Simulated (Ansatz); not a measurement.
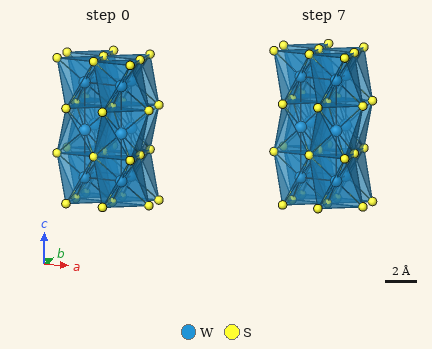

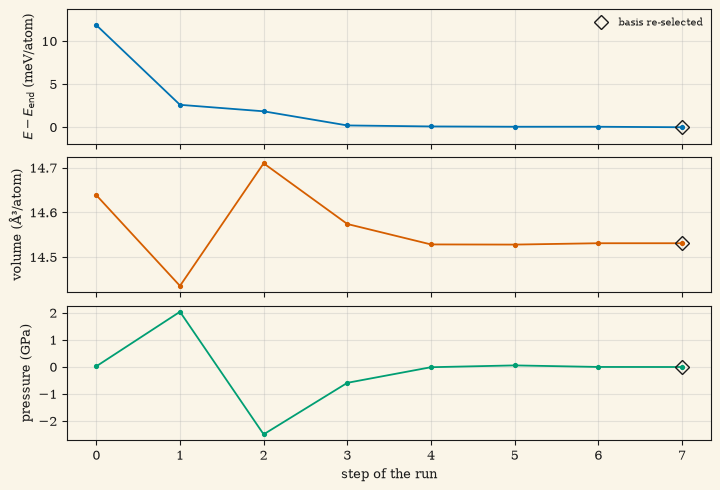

First and last geometry of a relaxation of a crystal of WS (built on the nickel arsenide type), with the history of the run. The picture is a polyhedral view of the cell of the calculation, seen slightly off an axis.

All numbers below come from DFT PBE, scalar-relativistic, plane waves, PAW in Ansatz.

Input file:
```yaml
crystal:
  lattice:
    - [3.2562357318, 0.0, 0.0]
    - [-1.6281178659, 2.8199828645, 0.0]
    - [0.0, 0.0, 6.3768067293]
  atoms:
    - { symbol: W, position: [0.0, 0.0, 0.0] }
    - { symbol: W, position: [0.0, 0.0, 0.5] }
    - { symbol: S, position: [0.3333333333, 0.6666666667, 0.25] }
    - { symbol: S, position: [0.6666666667, 0.3333333333, 0.75] }
basis:
  ecutwfc: 420
kpoints:
  mp_grid: { grid: [12, 12, 8] }
hamiltonian:
  xc: pbe
scf:
  occupations: { method: gaussian, width: 0.1 }
output:
  forces: true
  stress: true
  eigenvalues: true
  write_density: true
  write_potential: true
  elf: true
  volumetric_format: npy
relax:
  adjacent_minimum: "off"
  f_tol: 0.01
  max_steps: 80
  cell: { stress_tol: 0.05 }
```

Command:
```bash
ansatz run input.yaml --threads 1 --pin off --max-ram 2560MiB --backend cpu --events-out ev --progress --plain --runs-dir out
```

**What do the curves and the structures tell?**

It converged. After 6 accepted moves (7 points after the start) the energy has fallen by 11.9 meV per atom. All forces vanish by symmetry, so only the cell relaxes. The pressure goes from 0.02 to 0.00 GPa. The SCF was repeated once at an unchanged geometry on a basis and grid sized afresh for the cell, which shifted the energy by 0.1 meV per atom at most. The atoms keep their places relative to the cell (all moves are under 0.005 Å). Cell: a = b 3.256 → 3.151 Å (−3.2 %), c 6.377 → 6.759 Å (+6.0 %). Volume −0.7 %. Some distances before and after: W1–W2 3.188 → 3.380 Å, W1–W1 3.256 → 3.151 Å, W1–S3 2.465 → 2.483 Å. Bond angles that change, for instance: W1–S3–W2 80.6° → 85.8°, S3–W1–S4 97.3° → 101.2°, W1–S3–W1 82.7° → 78.8°. The space group stays P6_3/mmc (No. 194). The run took 54 s on 1 thread of Intel(R) Xeon(R) 6975P-C (Granite Rapids), with other jobs on the host, peak memory 0.46 GiB.

```csv
step,"E − E(0), meV/atom","pressure, GPa","volume, Å³/atom",note
0,0.00,0.02,14.639,
1,-9.26,2.04,14.436,
2,-10.02,-2.49,14.710,
3,-11.66,-0.59,14.574,
4,-11.77,-0.01,14.528,
5,-11.81,0.06,14.528,
6,-11.81,0.00,14.531,
7,-11.87,0.00,14.531,"same geometry, new basis"
```
